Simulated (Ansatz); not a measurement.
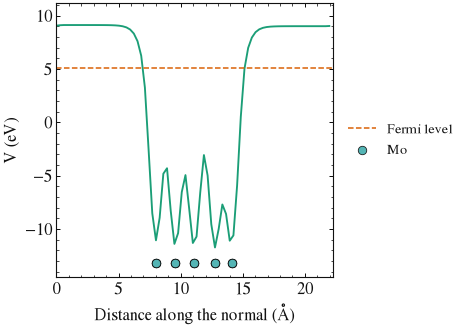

Plane-averaged electrostatic potential energy of an electron across the slab; circles at the bottom mark the heights of the atoms (positions after relaxation). System: a (100) slab cut from Mo (Im-3m), 20 atoms in the cell. Level of theory: DFT PBE+D3(BJ), scalar-relativistic, plane waves, PAW, no spin polarisation, 3×3×1 k mesh, 420 eV cutoff; code Ansatz 0.2.0.

The work function is 3.93 eV at the right face and 4.03 eV at the left. The vacuum levels differ by 0.11 eV, so the slab carries a dipole along its normal. Some atoms were held fixed in the relaxation, which can itself make the faces differ. The outermost atoms are 6.1 Å apart, which leaves 16.1 Å of vacuum in a cell 22.3 Å high.
